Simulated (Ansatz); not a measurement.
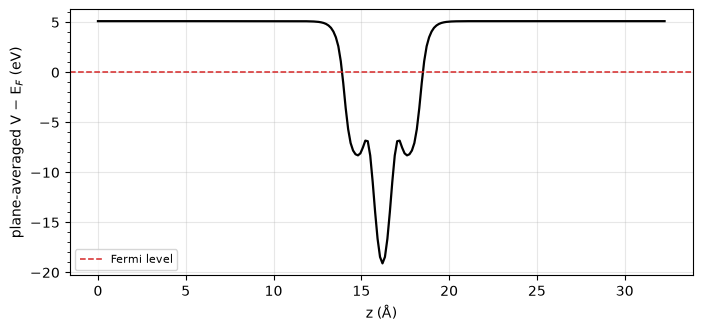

*MoS₂ (slab). Plane average of the electrostatic potential (local pseudopotential plus Hartree) felt by an electron across the slab.*

Changed on purpose from its base cell (strain along x +0.050, atoms relaxed); computed without spin polarisation.

Level of theory: DFT PBE+D3(BJ), scalar-relativistic, plane waves, PAW (Ansatz).

**Read off the work function of this surface.**

The potential is flat in the vacuum, 5.11 eV above the Fermi level; this is the work function, the same on both faces.

**How thick is the slab, and how wide the vacuum?**

The outermost nuclei are 3.1 Å apart, in 3 atomic planes; the vacuum between periodic images is 29.3 Å wide.
